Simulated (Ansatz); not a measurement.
System: a (001) slab cut from SiNi₂ (P6_3/mmc), of composition Si₅Ni₉ (not the bulk's), ended by SiNi planes, 14 atoms in the cell. Starting structure of the relaxation:

```yaml
crystal:
  lattice:
    - [3.86846, 0.00000, 0.00000]
    - [-1.93423, 3.35019, 0.00000]
    - [0.00000, 0.00000, 26.83397]
  atoms:
    - { symbol: Si, position: [0.66667, 0.33333, 0.31676] }
    - { symbol: Ni, position: [0.33333, 0.66667, 0.31676] }
    - { symbol: Ni, position: [0.00000, 0.00000, 0.36257] }
    - { symbol: Si, position: [0.33333, 0.66667, 0.40838] }
    - { symbol: Ni, position: [0.66667, 0.33333, 0.40838] }
    - { symbol: Ni, position: [0.00000, 0.00000, 0.45419] }
    - { symbol: Si, position: [0.66667, 0.33333, 0.50000] }
    - { symbol: Ni, position: [0.33333, 0.66667, 0.50000] }
    - { symbol: Ni, position: [0.00000, 0.00000, 0.54581] }
    - { symbol: Si, position: [0.33333, 0.66667, 0.59162] }
    - { symbol: Ni, position: [0.66667, 0.33333, 0.59162] }
    - { symbol: Ni, position: [0.00000, 0.00000, 0.63743] }
    - { symbol: Si, position: [0.66667, 0.33333, 0.68324] }
    - { symbol: Ni, position: [0.33333, 0.66667, 0.68324] }
```

Method: DFT PBEsol, scalar-relativistic, plane waves, PAW, no spin polarisation, 9×9×1 k mesh, 420 eV cutoff (Ansatz 0.2.0).

What does the potential across the slab give for the work function?

The work function is 4.45 eV at the right face and 4.69 eV at the left. The vacuum levels differ by 0.25 eV, so the slab carries a dipole along its normal. Some atoms were held fixed in the relaxation, which can itself make the faces differ. The outermost atoms are 9.8 Å apart, which leaves 17.1 Å of vacuum in a cell 26.8 Å high.

The run has no spin polarisation, so a magnetic state may lie lower.

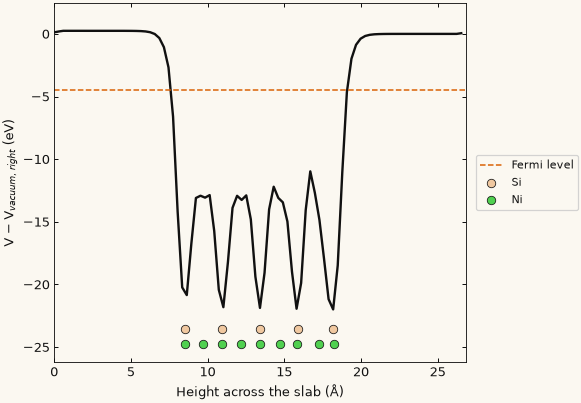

Plane-averaged electrostatic potential energy of an electron across the slab; circles at the bottom mark the heights of the atoms (positions after relaxation).
